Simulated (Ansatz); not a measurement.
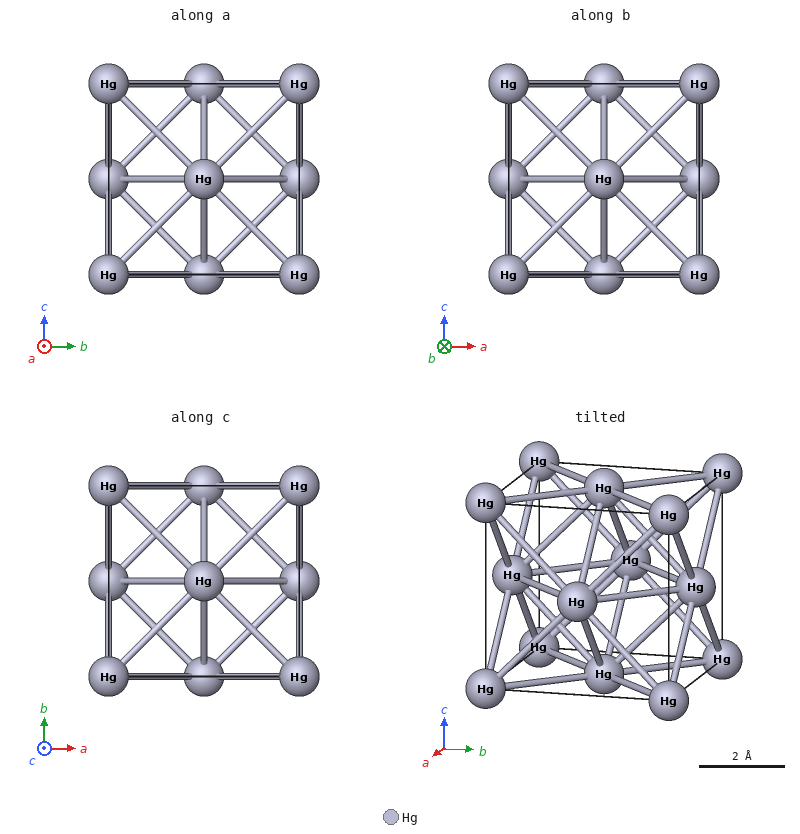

An orthographic ball-and-stick view of the structure, along the a axis, along the b axis, along the c axis and slightly off an axis. The conventional unit cell is outlined; an atom on or near a face, edge or corner is repeated at each equivalent position.

Lattice parameters: a = 4.514 Å, b = 4.514 Å, c = 4.514 Å, α = 90.00°, β = 90.00°, γ = 90.00°.

**Express the structure as a table of Wyckoff sites.**

Space group Fm-3m (No. 225).
| atom | site | x | y | z |
| --- | --- | --- | --- | --- |
| Hg | 4a | 0.0000 | 0.0000 | 0.0000 |

It goes back to a structure type filled with this element by a generator (whether the element takes this form wasn't checked). Earlier steps of the study may have refined or changed the cell and positions. It was run through Ansatz as a DFT input.

At this level of theory the cell isn't at rest (compressed, at 6 GPa), so its distances can differ from those at equilibrium, the more so the softer the solid.
